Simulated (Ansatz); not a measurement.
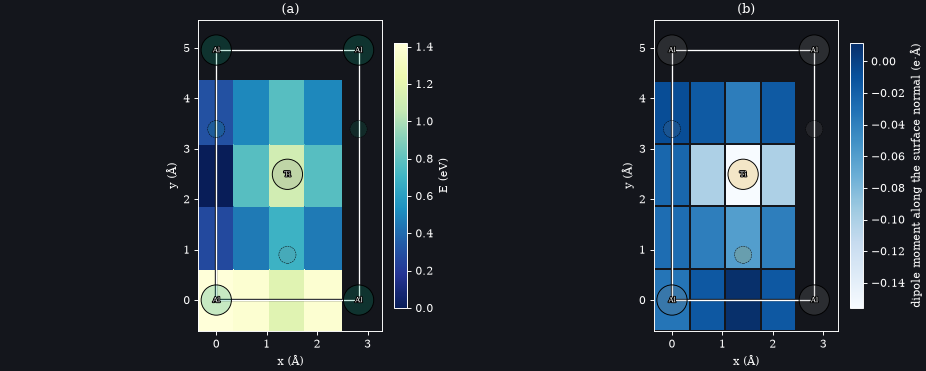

H on a TiAl(101) slab cut from the P4/mmm phase, its upper half relaxed before the scan (12 atoms of substrate and one adsorbate in a 2 × 1 cell). H is moved over the surface cell; relaxed at each place: the height of the adsorbate's atoms; substrate rigid; the origin of the map has the adsorbate above Al11. Places are given modulo a cell vector. The map is drawn in real space over the plane of the surface. The scan uses a 4 × 4 grid; 12 points were computed and 4 follow by symmetry. Places are given in fractions of the 1 × 1 surface cell. Energies: eV, counted from the lowest grid point. All numbers below come from Ansatz 0.2.0, DFT PBE, scalar-relativistic, plane waves, PAW. Settings: cutoff 420 eV, k-mesh 5×6×1, gaussian smearing 0.1 eV, no spin polarisation.

Panel (a) is the energy and panel (b) the computed dipole moment along the surface normal on the same grid.

In the figure: one coloured cell a grid point, labelled circles for the atoms of the top layer and small ones for the second layer, the outline of one cell of the plane.

> How does the dipole moment along the surface normal vary over the map, and what is it at the lowest grid point?

It runs from −0.16 e·Å at the top site over a surface Ti atom, (2/4, 2/4) of the cell vectors to 0.01 e·Å at a bridge site between two Al atoms, (2/4, 0/4) of the cell vectors. At the lowest grid point, a bridge site between two Ti atoms, (0/4, 2/4) of the cell vectors, it is −0.02 e·Å.

```tsv
second ↓, first →	0/4	1/4	2/4	3/4
3/4	−0.01	−0.02	−0.04	−0.02
2/4	−0.02	−0.10	−0.16	−0.10
1/4	−0.03	−0.04	−0.06	−0.04
0/4	−0.03	−0.01	0.01	−0.01
```

PAW datasets: the set soft_1.
